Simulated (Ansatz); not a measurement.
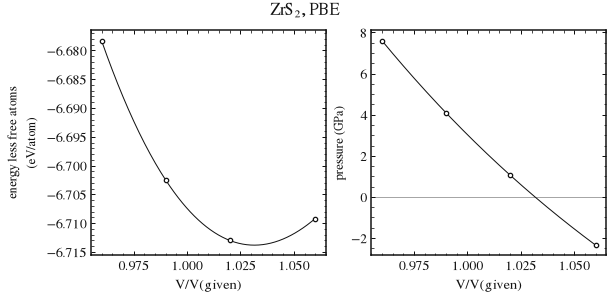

The plot gives the computed energy less free atoms and pressure against V/V(given) for ZrS₂, space group P-3m1 (No. 164).

Cell as given: a = 3.630 Å, b = 3.630 Å, c = 5.850 Å, α = 90.00°, β = 90.00°, γ = 120.00°; 3 atoms.

Calculation (Ansatz 0.2.0): periodic Kohn-Sham DFT of a crystal at fixed atoms, scaled to the stated factor times the given cell; pressure positive in compression, energy less spherical unpolarised free atoms. Level: PBE.

```
           setting              value
            method  all-electron LAPW
        relativity             scalar
            k mesh            10×10×5
       occupations        Fermi–Dirac
    smearing width            0.01 eV
basis error target       1 (meV/atom)
           nucleus           Gaussian
```

V(given) is 22.25 Å³/atom.

Question: At which V/V(given) is the energy less free atoms least?

Answer: The lowest computed point is at V/V(given) 1.02 (−6.7130 eV/atom).

Question: Read off the course of the pressure.

Answer: It falls from 7.603 GPa at V/V(given) 0.96 to −2.346 GPa at 1.06, and changes sign near 1.03.

Keep in mind: shape and atomic fractions are frozen while scaling, which makes layered, chain and framework solids too stiff.
